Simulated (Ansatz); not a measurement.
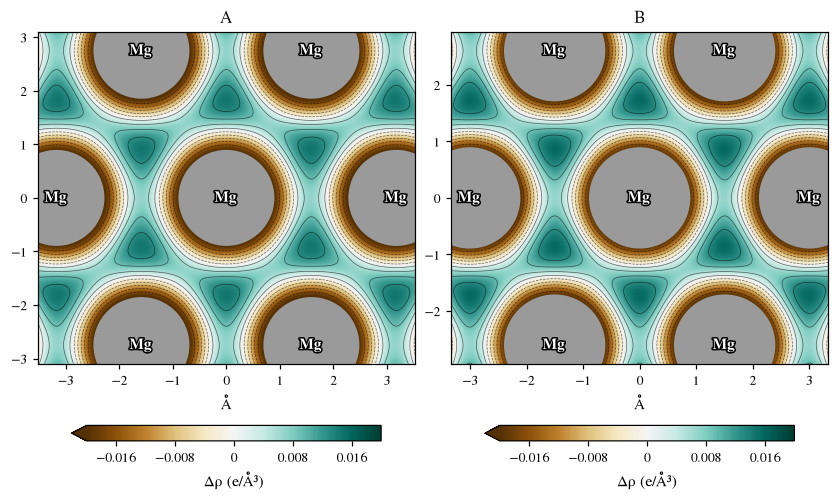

Mg: deformation density on the (111) plane of the conventional cell at two volumes, with the same fractional coordinates and one colour scale. Grey discs cover the cores.

Space group Fm-3m. This isn't the usual form at ambient conditions. The cell comes from a database of computed structures, not from a measurement.

Level of theory: Ansatz, DFT PBE, scalar-relativistic, plane waves, PAW.

How do the two volumes compare, and how does the bonding charge respond?

Answer. A is the larger cell: B has 85 % of the volume of A.
- From A to B, Mg–Mg goes from 3.17 to 3.01 Å, and Δρ at its midpoint stays at +0.007 e/Å³.
- The pressure is 0.9 GPa in A and 9.6 GPa in B.
- The rearranged charge is 0.12 e an atom in A and 0.11 e in B.
